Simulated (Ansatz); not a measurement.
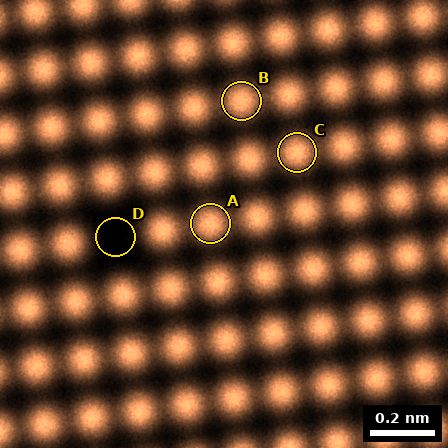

HAADF-like image of Mo (Pm-3m, No. 221) along [211]. Simulated incoherent Z contrast: every atom adds Z^1.7 spread by a probe of 0.94 Å full width; channelling and multiple scattering are left out. Shot noise was added.

The sample is 1 repeat (6.3 Å) thick. One point defect was put into the perfect crystal, without relaxing the atoms around it. Brightness is counted from the darkest point of the image. Host structure: coordinates from a relaxation with Ansatz 0.2.0, DFT, r2SCAN, plane waves (500 eV) with PAW, scalar-relativistic; the starting structure was generated, so it need not be a known form of this composition.

**Which ringed column holds the defect, and does it scatter more or less than its equals?**

D; it scatters less. The column holds 1 atom (Mo) through the sample, and one Mo atom is missing, so its peak vanishes.
